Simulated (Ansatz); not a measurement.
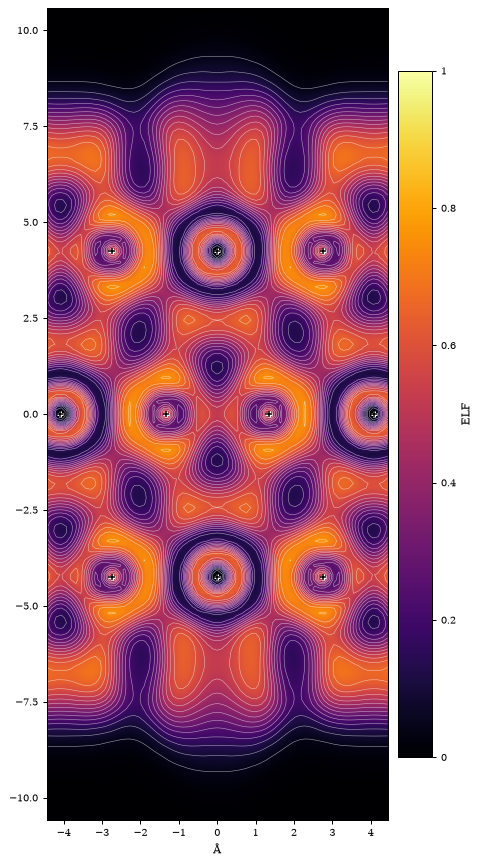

The electron localisation function on a plane through atoms (crosses mark nuclei in the plane).

Theory: Ansatz, DFT PBEsol, scalar-relativistic, plane waves, PAW.

Candidates:
A. Si13Ge3, a = 13.40 Å, b = 7.74 Å, c = 7.74 Å, α = 90.00°, β = 125.26°, γ = 90.00°. Space group Cm; a generated structure, not necessarily the stable one.
B. SiO2, a = 5.03 Å, b = 5.03 Å, c = 7.01 Å, α = 90.00°, β = 90.00°, γ = 90.00°. Space group P4₁2₁2.
C. TiSi2 (slab), a = 4.73 Å, b = 4.73 Å, c = 27.74 Å, α = 90.00°, β = 90.00°, γ = 119.60°. Computed without spin polarisation.

Q: Which candidate gave the map?

A: Candidate C: TiSi2 on the (110) plane of the calculation cell, a cut from vacuum to vacuum, which holds Ti and Si. Ti–Si (2.75 Å): the ELF peaks at about 0.75 in the valence shell of Si, 0.9 Å from its nucleus, and is about 0.40 at the midpoint.
